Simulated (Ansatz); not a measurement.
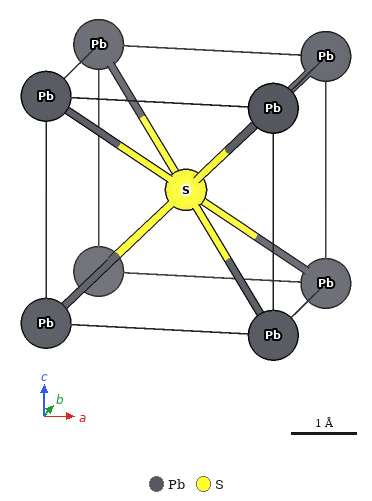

Lattice vibrations of crystalline PbS (a generated structure) at a fixed volume, space group Pm-3m (No. 221), at the zone centre. The picture is a ball-and-stick view of the cell of the calculation, seen slightly off an axis.

Method: DFT PBEsol, scalar-relativistic, plane waves, PAW in Ansatz 0.2.0. Settings: plane-wave cutoff 420 eV; k-point mesh 12 × 12 × 12; occupations fermi dirac; smearing width 0.15 eV; no spin polarisation.

The frequencies depend somewhat on the k-mesh and the smearing.

Give the spectrum at this point.

The calculation's cell holds 2 atoms, so there are 3 optical modes, in 1 level. The optical modes span T₁u. One level is unstable (imaginary frequency).

```tsv
level	symmetry	frequency (cm⁻¹)	activity
1	T₁u	84i	infrared-active
```

The crystal is a metal, so free carriers screen the infrared response.

The modes drawn as arrows (one member of each degenerate set):

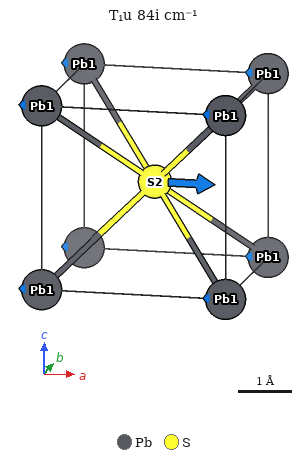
